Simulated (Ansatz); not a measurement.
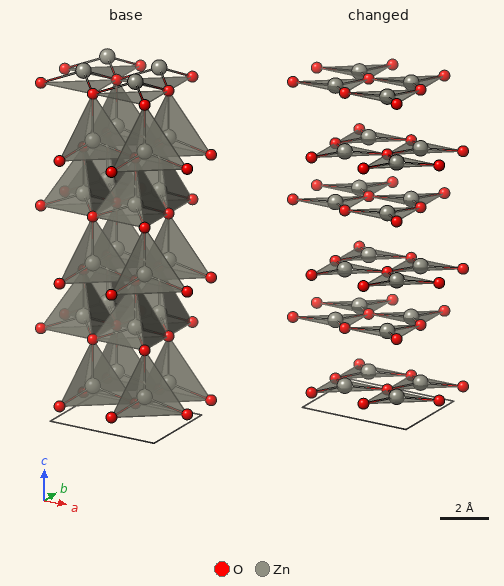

Left: a (0 0 1) slab of ZnO as cut from the relaxed bulk. Right: the same structure after one change, at the same scale. A polyhedral model of the 2 × 2 repeat of the cell, outlined in the plane, without the vacuum, seen slightly off an axis.

These are results of Ansatz, DFT PBE, scalar-relativistic, plane waves, PAW, not measurements. Settings: plane-wave cutoff 420 eV; occupations gaussian; no spin polarisation. The k-mesh is chosen for each cell (12×12×6, 9×9×1). Smearing widths differ between the runs.

The atoms of the slab are relaxed at the bulk's in-plane cell.

And its effect?

The surface energy (mean of the two faces) falls from 1.85 to 1.34 J/m². The top spacing, between the Zn and O planes, goes from 0.64 to -0.05 Å (−107.4 %), the bottom one (O to Zn) from 0.64 to 0.05 Å (−92.1 %). The cell doesn't change. The largest move relative to the layer's centre is that of a Zn atom, 0.65 Å along the normal (−c). Largest moves by element: Zn 0.65 Å, O 0.59 Å. Near-neighbour distances before and after: O–Zn 2.000 → 1.893 to 2.549 Å.
